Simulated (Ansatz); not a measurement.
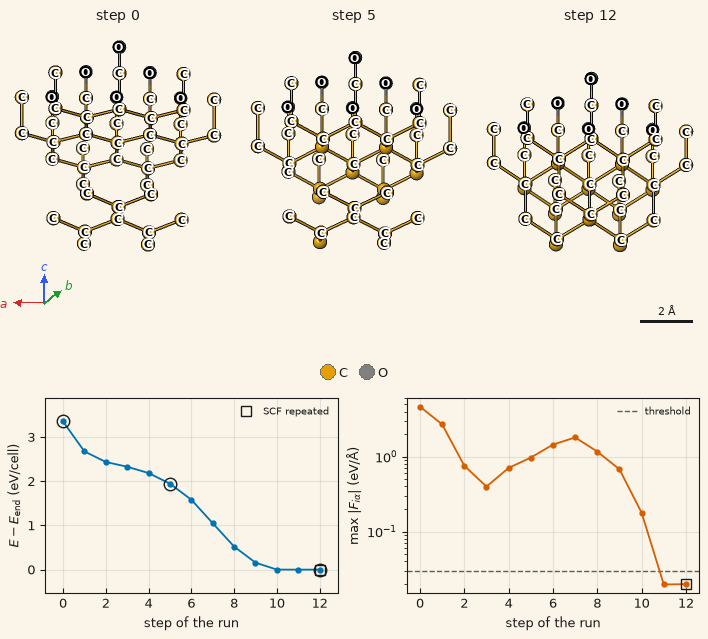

Frames of a constrained relaxation of a slab of composition C9O (cut from the Fd-3m phase), marked on the history of the run. The picture is a ball-and-stick view of the atoms within 4.2 Å of the atom that moves most (axes of the 3 × 3 repeat of the cell, outlined in the plane, without the vacuum), seen from a free direction.

Case: CO put at a top C site. The slab is the (1 1 1) face of C with CO on it. 4 atoms are held fixed.

Computed with DFT PBEsol, scalar-relativistic, plane waves, PAW (Ansatz).

Input file:
```yaml
crystal:
  lattice:
    - [2.5129226041, 0.0, 0.0]
    - [-1.2564613021, 2.1762548129, 0.0]
    - [0.0, 0.0, 26.8183263218]
  atoms:
    - { symbol: C, position: [0.3333333333, 0.6666666667, 0.3169474447] }
    - { symbol: C, position: [0.0, 0.0, 0.3360742229] }
    - { symbol: C, position: [0.0, 0.0, 0.3934545574] }
    - { symbol: C, position: [0.6666666667, 0.3333333333, 0.4125813356] }
    - { symbol: C, position: [0.6666666667, 0.3333333333, 0.4824135973] }
    - { symbol: C, position: [0.3333333333, 0.6666666667, 0.4901486748] }
    - { symbol: C, position: [0.3333333333, 0.6666666667, 0.6151167592] }
    - { symbol: C, position: [0.0, 0.0, 0.6151982409] }
    - { symbol: C, position: [0.0, 0.0, 0.6741131777] }
    - { symbol: O, position: [0.0, 0.0, 0.7169943026] }
basis:
  ecutwfc: 420
kpoints:
  mp_grid: { grid: [12, 12, 1] }
hamiltonian:
  xc: pbesol
scf:
  occupations: { method: gaussian, width: 0.05 }
output:
  forces: true
  eigenvalues: true
  write_density: true
  write_potential: true
  elf: true
  volumetric_format: npy
relax:
  adjacent_minimum: "off"
  f_tol: 0.03
  max_steps: 70
  constraints: [{ sites: [0, 1, 2, 3] }]
efield:
  axis: 3
  dipole_correction: true
  ramp_width: 0.04
```

Run as
```bash
ansatz run input.yaml --threads 2 --pin off --max-ram 5120MiB --backend cpu --events-out ev --progress --plain --runs-dir out
```

### What happens along the run?

After 11 accepted moves (12 points after the start) the energy has fallen by 3.354 eV per cell of the calculation. Largest force component: 4.7 eV/Å at the start, 0.02 eV/Å at the end. 1 step only repeated the SCF at the same geometry. The atom that moves furthest is C7 (1.84 Å along the normal (−c)). By element the largest moves are C 1.84 Å, O 1.38 Å. The cell doesn't change. Among the contacts that change: C6–C7 3.351 → 1.542 Å, C8–C9 1.580 → 1.470 Å, C7–C8 1.451 → 1.548 Å, C5–C6 1.466 → 1.538 Å. New bonds form, among them: C6–C7 (3.35 → 1.54 Å). Bond angles that change, for instance: C7–C8–C9 90.1° → 110.5°, C8–C7–C8 120.0° → 108.5°, C5–C6–C5 118.0° → 109.5°. From step 0 to 5: C7 moves most (0.94 Å), energy −1.408 eV per cell of the calculation. From step 5 to 12: C and O atoms move most (0.93 Å), energy −1.946 eV per cell of the calculation.

Limits of the set-up: the periodic images lie only 2.5 Å apart, so the values are limited by the cell's size.
